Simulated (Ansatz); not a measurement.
```yaml
crystal:
  lattice:
    - [-2.92602, 2.92602, 0.00000]
    - [2.92602, 0.00000, 2.92602]
    - [11.70410, 11.70410, -11.70410]
  atoms:
    - { symbol: Nb, position: [0.33333, 0.66667, 0.66667] }
    - { symbol: Nb, position: [0.66667, 0.33333, 0.33333] }
    - { symbol: Nb, position: [0.00000, 0.00000, 0.00000] }
    - { symbol: As, position: [0.66667, 0.33333, 0.70833] }
    - { symbol: As, position: [0.00000, 0.00000, 0.37500] }
    - { symbol: As, position: [0.33333, 0.66667, 0.04167] }
    - { symbol: Nb, position: [0.66667, 0.33333, 0.83333] }
    - { symbol: Nb, position: [0.00000, 0.00000, 0.50000] }
    - { symbol: Nb, position: [0.33333, 0.66667, 0.16667] }
    - { symbol: As, position: [0.00000, 0.00000, 0.87500] }
    - { symbol: As, position: [0.33333, 0.66667, 0.54167] }
    - { symbol: As, position: [0.66667, 0.33333, 0.20833] }
```

Space group F-43m; started from the zinc blende prototype, which need not be the ambient phase; spin-polarised.

All numbers below come from Ansatz, DFT r2SCAN, scalar-relativistic, plane waves, PAW.

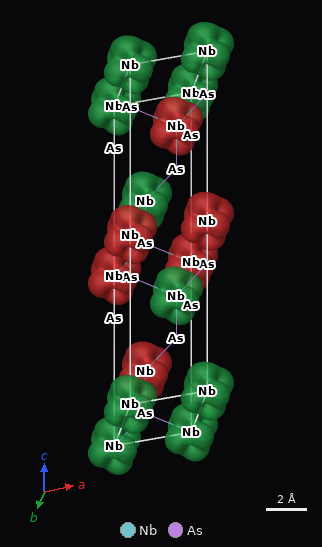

NbAs. Isosurfaces of the spin density (up minus down) at +0.03 (green) and −0.03 e/Å³ (red), seen at an oblique angle. Sticks mark near contacts.

Core electrons are frozen (PAW), and the valence fields are smoothed inside the atomic spheres.

Question: Which atoms carry the moments, and with what signs?

Answer: The spin density sits on Nb: +0.7 μB (×3) and −0.7 μB (×3) in one cell of 12 atoms: antiferromagnetic in this solution, which needn't be the ground state, with some nearest magnetic neighbours parallel and some opposed. The cell of the calculation (4 atoms) carries 0.0 μB of net spin moment.
